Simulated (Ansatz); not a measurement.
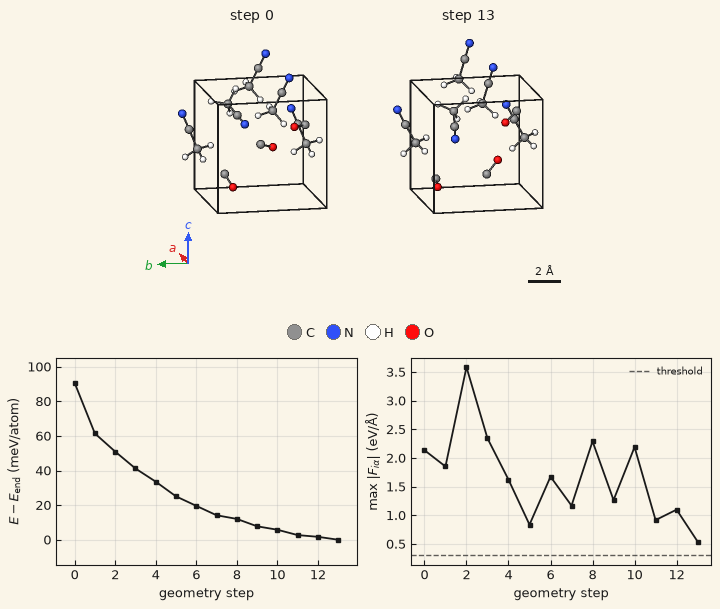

First and last geometry of a relaxation of an amorphous cell of composition H3C3NO, with the history of the run. Style: ball-and-stick. Shown: the cell of the calculation (origin shifted), from a free direction.

The cell holds 3 CH3CN + 3 CO. The run prepares the start of a later molecular dynamics calculation, from a guessed geometry.

Computed with DFT PBE-D3(BJ), scalar-relativistic, plane waves, PAW in Ansatz 0.2.0. (plane-wave cutoff 420 eV; k-point mesh 1 × 1 × 1; occupations fermi dirac; smearing width 0.05 eV; no spin polarisation; atoms relaxed in a fixed cell; force threshold 0.3 eV/Å; at most 15 steps)

Question: Read the history and describe the run.

Answer: The relaxation stopped without meeting its thresholds, so the last structure isn't shown to be converged. The largest move is that of a C atom, 2.07 Å along [0 −1 −3]. By element the largest moves are C 2.07 Å, H 1.09 Å, N 1.06 Å, O 0.99 Å. The cell stays as it was. Near-neighbour distances that change, for instance: C–N 1.178 → 1.163 Å, C–C 1.461 → 1.448 Å, C–O 1.150 → 1.138 Å, C–H 1.092 → 1.101 Å. The energy falls by 90.7 meV per atom in 13 geometry steps. Largest force component: 2.1 eV/Å at the start, 0.54 eV/Å at the end. The run took 24 s on 1 thread of Intel(R) Xeon(R) Platinum 8488C (Sapphire Rapids), with other jobs on the host, peak memory 0.45 GiB.

| step | E − E(0), meV/atom | largest force component, eV/Å |
| --- | --- | --- |
| 0 | 0.00 | 2.1361 |
| 1 | -29.26 | 1.8516 |
| 2 | -39.71 | 3.5847 |
| 3 | -49.48 | 2.3427 |
| 4 | -57.10 | 1.6219 |
| 5 | -65.59 | 0.8367 |
| 6 | -71.07 | 1.6739 |
| 7 | -76.51 | 1.1688 |
| 8 | -78.62 | 2.2909 |
| 9 | -82.90 | 1.2655 |
| 10 | -84.88 | 2.1908 |
| 11 | -87.97 | 0.9165 |
| 12 | -88.97 | 1.0988 |
| 13 | -90.66 | 0.5421 |

Limits of the set-up: the program's low-accuracy preset was used; the periodic images lie only 7.0 Å apart, so the values are limited by the cell's size.
